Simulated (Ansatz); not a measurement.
**Run report: Mo12Si, geometry relaxation (part 2 of 2)**

The same run, continued: Mo12Si (slab, 13 atoms in the cell); DFT PBE, scalar-relativistic, plane waves, PAW, no spin polarisation (Ansatz 0.2.0); cutoff 420 eV, 5×5×1 k-mesh, Gaussian smearing of 0.1 eV. The structure derives from an entry of the Crystallography Open Database. The input holds or restrains some coordinates.

Geometry of the input (Å; fractional positions):
```
5.4740  0.0000  0.0000
-1.8247  5.1610  0.0000
0.0000  0.0000  19.8082
Mo 0.2500  0.2500  0.2019
Mo 0.2500  0.7500  0.2019
Mo 0.7500  0.2500  0.2019
Mo 0.7500  0.7500  0.2019
Mo 0.0000  0.0000  0.3107
Mo 0.0000  0.5000  0.3107
Mo 0.5000  0.0000  0.3107
Mo 0.5000  0.5000  0.3107
Mo 0.2500  0.2500  0.4194
Mo 0.2500  0.7500  0.4194
Mo 0.7500  0.2500  0.4194
Mo 0.7500  0.7500  0.4194
Si 0.4167  0.4167  0.5237
```

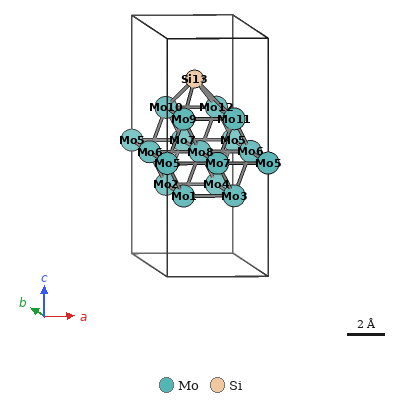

Figure 1. The geometry at step 2 of the log (ball-and-stick view of the cell of the calculation, with the vacuum cut short, seen slightly off an axis; atoms are numbered from 1 in the order of the input).

Output, continued
```
--- Forces (eV/Å), atoms counted from 1 ---
  atom   1  Mo    -0.00171279    -0.00242226     0.06280363
  atom   2  Mo    -0.03768964    -0.00292145    -0.09490593
  atom   3  Mo     0.00980884    -0.03650795    -0.09490593
  atom   4  Mo     0.06423776     0.09084591     0.17598169
  atom   5  Mo    -0.03512169    -0.04966957    -0.47594481
  atom   6  Mo    -0.12438349    -0.00403596    -0.07444794
  atom   7  Mo     0.03765603    -0.11861520    -0.07444794
  atom   8  Mo     0.16242070     0.22969756    -0.43442467
  atom   9  Mo    -0.86694020    -1.22603859    -1.02061825
  atom  10  Mo     0.15824171    -0.28173499     0.66747368
  atom  11  Mo    -0.31836953     0.05528006     0.66747368
  atom  12  Mo    -0.00078970    -0.00111680     0.69711977
  atom  13  Si     0.95262985     1.34722206    -0.00120367
  max |Σ_I F_I| component: 4.67e-5 eV/Å
--- Band table (eV; the first three rows and the last of 9) ---
  k-point 0: bands = ["-56.8980", "-56.7287", "-56.7061", "-56.6577", "-56.6396", "-56.5856", "-56.5445", "-56.5269", "-56.4813", "-56.4771", "-56.3947", "-56.2504", "-31.5789", "-31.5656", "-31.5337", "-31.4205", "-31.3682", "-31.3678", "-31.1700", "-31.1117", "-31.0997", "-31.0931", "-31.0569", "-31.0409", "-30.8002", "-30.7057", "-30.6666", "-30.6626", "-30.6433", "-30.6211", "-30.6172", "-30.6058", "-30.5722", "-30.5372", "-30.5193", "-30.2957", "-30.2805", "-30.2774", "-30.2636", "-30.2085", "-30.1877", "-30.1449", "-30.1357", "-30.0970", "-30.0809", "-30.0305", "-30.0191", "-29.9735", "-2.9088", "-1.8176", "-0.7764", "-0.6758", "-0.5234", "-0.4911", "-0.4888", "-0.3457", "-0.3150", "-0.2986", "-0.1296", "0.4133", "0.6920", "0.7689", "1.1399", "1.2255", "1.2340", "1.3662", "1.3691", "1.4582", "1.5340", "1.7669", "1.7935", "2.1617", "2.8804", "2.8953", "3.0900", "3.2380", "3.2917", "3.4663", "3.8992", "3.9229", "4.0275", "4.4997", "4.5457", "4.6480", "5.1480", "5.3719", "5.5163", "5.6339", "5.6721", "5.7637", "5.7890", "5.8909", "5.8955", "5.9505", "5.9846", "6.0122", "6.0177", "6.0530", "6.1453", "6.2593", "6.3095", "6.3955", "6.6183", "6.6238"]
  k-point 1: bands = ["-56.8820", "-56.7400", "-56.7083", "-56.6631", "-56.6287", "-56.5789", "-56.5444", "-56.5274", "-56.4834", "-56.4774", "-56.4041", "-56.2539", "-31.5418", "-31.4923", "-31.4767", "-31.3918", "-31.3394", "-31.3190", "-31.1414", "-31.1292", "-31.0824", "-31.0420", "-31.0186", "-30.9946", "-30.8610", "-30.7642", "-30.7211", "-30.6862", "-30.6577", "-30.6302", "-30.6133", "-30.5687", "-30.5283", "-30.4964", "-30.4646", "-30.3597", "-30.3414", "-30.3169", "-30.2827", "-30.2274", "-30.2224", "-30.1656", "-30.1609", "-30.1377", "-30.1028", "-30.0719", "-30.0570", "-30.0022", "-2.7821", "-1.5789", "-0.5083", "-0.4106", "-0.3821", "-0.3452", "-0.2163", "-0.1661", "-0.1208", "-0.0571", "0.0828", "0.6947", "0.7282", "1.0649", "1.2156", "1.3629", "1.3906", "1.4427", "1.4674", "1.4857", "1.5168", "1.8633", "1.9893", "2.2041", "2.6099", "2.7183", "2.8459", "2.8731", "3.2240", "3.4465", "3.6232", "3.7447", "3.8471", "4.0419", "4.1405", "4.3967", "4.7162", "4.9509", "5.0450", "5.0892", "5.3047", "5.4747", "5.5457", "5.5824", "5.6833", "5.7471", "5.8367", "5.9059", "5.9814", "6.0745", "6.0904", "6.1318", "6.2342", "6.3768", "6.5316", "6.5663"]
  k-point 2: bands = ["-56.8397", "-56.7835", "-56.6979", "-56.6772", "-56.6031", "-56.5681", "-56.5497", "-56.5360", "-56.4895", "-56.4619", "-56.4276", "-56.2598", "-31.4631", "-31.4042", "-31.3225", "-31.2785", "-31.2684", "-31.2628", "-31.1754", "-31.1508", "-31.0837", "-31.0323", "-30.9327", "-30.8827", "-30.8126", "-30.7815", "-30.7799", "-30.7441", "-30.6273", "-30.6148", "-30.5944", "-30.5721", "-30.5372", "-30.4994", "-30.4701", "-30.4473", "-30.4099", "-30.3578", "-30.3543", "-30.3215", "-30.3095", "-30.2676", "-30.2264", "-30.2011", "-30.1333", "-30.0880", "-30.0770", "-30.0144", "-2.5898", "-0.9591", "-0.4200", "0.0495", "0.1819", "0.2060", "0.2244", "0.2904", "0.3665", "0.4565", "0.5430", "0.6711", "1.2424", "1.2858", "1.3313", "1.3695", "1.4507", "1.5064", "1.5600", "1.6450", "1.7294", "2.0690", "2.2020", "2.2418", "2.4759", "2.5190", "2.6085", "2.7843", "2.8850", "3.0672", "3.2520", "3.4064", "3.4683", "3.5449", "3.5949", "3.6753", "3.8863", "4.2531", "4.3898", "4.6040", "4.7022", "4.8485", "5.1064", "5.1936", "5.4096", "5.4608", "5.5224", "5.5431", "5.6629", "5.7818", "5.8353", "5.9581", "5.9915", "6.0111", "6.1157", "6.1770"]
  k-point 8: bands = ["-56.8164", "-56.7446", "-56.7252", "-56.7076", "-56.5767", "-56.5440", "-56.5334", "-56.5263", "-56.5166", "-56.4821", "-56.4559", "-56.2686", "-31.3317", "-31.3224", "-31.2960", "-31.1998", "-31.1942", "-31.1881", "-31.1301", "-30.9362", "-30.8888", "-30.8671", "-30.8292", "-30.7880", "-30.7838", "-30.7591", "-30.7484", "-30.7463", "-30.7101", "-30.6561", "-30.6370", "-30.6113", "-30.5775", "-30.5359", "-30.5215", "-30.4777", "-30.4690", "-30.4273", "-30.3920", "-30.3827", "-30.3573", "-30.3511", "-30.3253", "-30.2752", "-30.2735", "-30.2430", "-30.2096", "-30.1791", "-2.5227", "-0.5893", "-0.0337", "0.2476", "0.3265", "0.5091", "0.5190", "0.5499", "0.7516", "0.7882", "0.8614", "1.2609", "1.2709", "1.3502", "1.5352", "1.5472", "1.7041", "1.7598", "1.8959", "2.0832", "2.2050", "2.3493", "2.5804", "2.5985", "2.6209", "2.6747", "2.7768", "2.8390", "2.9103", "3.0048", "3.1865", "3.4494", "3.5220", "3.5565", "3.7585", "3.9076", "3.9246", "3.9600", "4.0285", "4.1092", "4.1740", "4.2931", "4.4053", "4.5588", "4.7039", "4.9510", "5.0874", "5.1460", "5.2219", "5.2488", "5.3249", "5.4773", "5.6344", "5.6743", "6.1016", "6.3215"]
--- Relaxed structure (3 steps of the walk, 3 accepted, 0 SCFs on fresh bases) ---
  F+E_penalty+E_count = -60098.08955092 eV   max|allowed force component| = 1.204e-3 eV/Å
  atoms:
    - { symbol: Mo, position: [0.25, 0.24999999999999997, 0.2019364246] }
    - { symbol: Mo, position: [0.25, 0.7499999999999999, 0.2019364246] }
    - { symbol: Mo, position: [0.75, 0.24999999999999997, 0.2019364246] }
    - { symbol: Mo, position: [0.7499999999999999, 0.7499999999999999, 0.2019364246] }
    - { symbol: Mo, position: [0.0, 0.0, 0.3106872620000001] }
    - { symbol: Mo, position: [0.0, 0.5, 0.3106872620000001] }
    - { symbol: Mo, position: [0.5, -6.310887241768095e-30, 0.3106872620000001] }
    - { symbol: Mo, position: [0.5, 0.49999999999999994, 0.3106872620000001] }
    - { symbol: Mo, position: [0.25, 0.24999999999999997, 0.4194327792] }
    - { symbol: Mo, position: [0.25, 0.7499999999999999, 0.4194327792] }
    - { symbol: Mo, position: [0.75, 0.24999999999999997, 0.4194327792] }
    - { symbol: Mo, position: [0.7499999999999999, 0.7499999999999999, 0.4194327792] }
    - { symbol: Si, position: [0.41666666669999997, 0.4166666667000001, 0.5215172521035586] }
```

Trajectory as extended XYZ (Å, eV, eV/Å), 3 frames, from step=1 to step=3
```
13
Lattice="5.4740 0.0000 0.0000 -1.8247 5.1610 0.0000 0.0000 0.0000 19.8082" Properties=species:S:1:pos:R:3:forces:R:3 step=1 energy=-60098.07902
Mo    0.9123    1.2902    4.0000   -0.0021  -0.0029   0.0659
Mo    0.0000    3.8707    4.0000   -0.0370  -0.0029  -0.0899
Mo    3.6494    1.2902    4.0000    0.0096  -0.0358  -0.0899
Mo    2.7370    3.8707    4.0000    0.0626   0.0886   0.1746
Mo    0.0000    0.0000    6.1542   -0.0305  -0.0431  -0.4786
Mo   -0.9123    2.5805    6.1542   -0.1240  -0.0066  -0.0749
Mo    2.7370    0.0000    6.1542    0.0351  -0.1191  -0.0749
Mo    1.8247    2.5805    6.1542    0.1566   0.2215  -0.4177
Mo    0.9123    1.2902    8.3082   -0.7326  -1.0360  -0.5926
Mo    0.0000    3.8707    8.3082    0.1581  -0.2693   0.6788
Mo    3.6494    1.2902    8.3082   -0.3066   0.0593   0.6788
Mo    2.7370    3.8707    8.3082    0.0016   0.0022   0.7027
Si    1.5206    2.1504   10.3729    0.8090   1.1440  -0.4825
13
Lattice="5.4740 0.0000 0.0000 -1.8247 5.1610 0.0000 0.0000 0.0000 19.8082" Properties=species:S:1:pos:R:3:forces:R:3 step=2 energy=-60098.08951
Mo    0.9123    1.2902    4.0000   -0.0017  -0.0024   0.0627
Mo    0.0000    3.8707    4.0000   -0.0377  -0.0029  -0.0952
Mo    3.6494    1.2902    4.0000    0.0099  -0.0366  -0.0952
Mo    2.7370    3.8707    4.0000    0.0643   0.0909   0.1761
Mo    0.0000    0.0000    6.1542   -0.0354  -0.0501  -0.4755
Mo   -0.9123    2.5805    6.1542   -0.1244  -0.0039  -0.0742
Mo    2.7370    0.0000    6.1542    0.0378  -0.1186  -0.0742
Mo    1.8247    2.5805    6.1542    0.1628   0.2303  -0.4355
Mo    0.9123    1.2902    8.3082   -0.8760  -1.2388  -1.0489
Mo    0.0000    3.8707    8.3082    0.1581  -0.2825   0.6666
Mo    3.6494    1.2902    8.3082   -0.3190   0.0549   0.6666
Mo    2.7370    3.8707    8.3082   -0.0008  -0.0011   0.6965
Si    1.5206    2.1504   10.3278    0.9623   1.3609   0.0310
13
Lattice="5.4740 0.0000 0.0000 -1.8247 5.1610 0.0000 0.0000 0.0000 19.8082" Properties=species:S:1:pos:R:3:forces:R:3 step=3 energy=-60098.08955
Mo    0.9123    1.2902    4.0000   -0.0017  -0.0024   0.0628
Mo    0.0000    3.8707    4.0000   -0.0377  -0.0029  -0.0949
Mo    3.6494    1.2902    4.0000    0.0098  -0.0365  -0.0949
Mo    2.7370    3.8707    4.0000    0.0642   0.0908   0.1760
Mo    0.0000    0.0000    6.1542   -0.0351  -0.0497  -0.4759
Mo   -0.9123    2.5805    6.1542   -0.1244  -0.0040  -0.0744
Mo    2.7370    0.0000    6.1542    0.0377  -0.1186  -0.0744
Mo    1.8247    2.5805    6.1542    0.1624   0.2297  -0.4344
Mo    0.9123    1.2902    8.3082   -0.8669  -1.2260  -1.0206
Mo    0.0000    3.8707    8.3082    0.1582  -0.2817   0.6675
Mo    3.6494    1.2902    8.3082   -0.3184   0.0553   0.6675
Mo    2.7370    3.8707    8.3082   -0.0008  -0.0011   0.6971
Si    1.5206    2.1504   10.3303    0.9526   1.3472  -0.0012
```

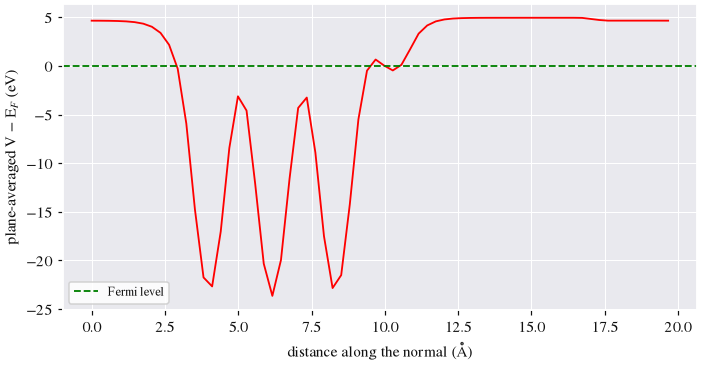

Figure 2. Plane average of the electrostatic potential energy of an electron across the cell, from the Fermi level. The vacuum level lies 4.96 eV above the Fermi level on the upper side and 4.66 eV on the lower.

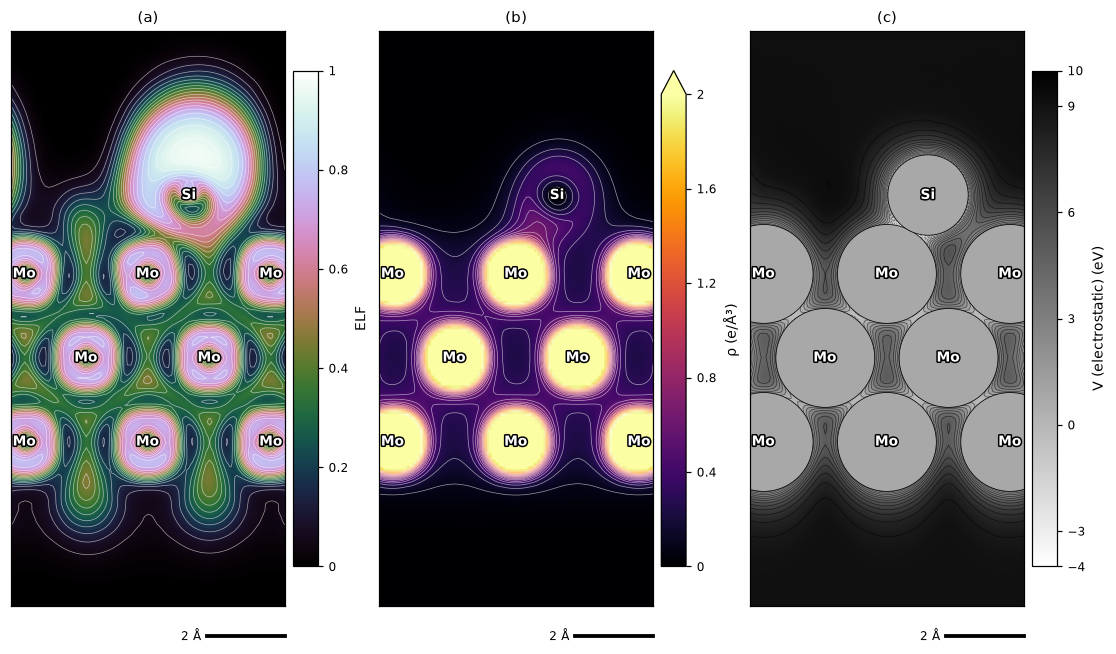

Figure 3. (a) electron localisation function; (b) valence pseudo-density; (c) electrostatic potential (local pseudopotential plus Hartree) felt by an electron on the (11̄0) plane of the calculation cell, a cut from vacuum to vacuum. Grey discs, where drawn, cover atomic cores. Si–Mo (2.28 Å): ρ at the midpoint is about 0.71 e/Å³; the ELF is about 0.50 at the midpoint. Mo–Mo (2.67 Å): ρ is about 0.4 e/Å³ halfway; the ELF is about 0.25 at the midpoint; no shared electron pair. The density dies away to nearly zero in the vacuum. The strong features right at Mo lie inside the PAW spheres (semicore, d or f shells) and say nothing about bonding. In a PAW calculation such maps are meaningful between the atoms, not at the nuclei.

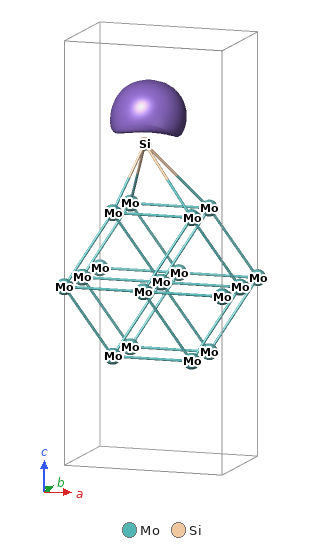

Figure 4. Isosurface of the ELF at 0.85 (purple), seen slightly off an axis. Only the valence region is drawn (cores and ρ < 0.01 e/Å³ removed). Sticks mark near contacts. Counts are for one cell; the picture repeats the cell along the surface. Profiles from the grid: Si–Mo (2.28 Å): the ELF is about 0.50 at the midpoint. Mo–Mo (2.67 Å): the ELF is about 0.25 at the midpoint; no shared electron pair.

Results in brief

| quantity | value |
| --- | --- |
| outcome | converged under the restraints of the input |
| electrons treated | 172 |
| free energy | −60098.0896 eV |
| work function, top face | 4.96 eV |
| work function, bottom face | 4.66 eV |
| Fermi energy | 4.312 eV |
| gap on the k-point mesh | none (metallic) |
| final volume | 559.61 Å³ |
| work function (upper face) | 4.96 eV |
| largest force (length of the vector) at the end, held atoms and coordinates included | 1.816 eV/Å |
| wall time | 83 s (CPU time 5.4 min) |
| peak memory | 1.5 GiB |

Warnings of the run: the exchange-correlation potential is rough where the density is thin.
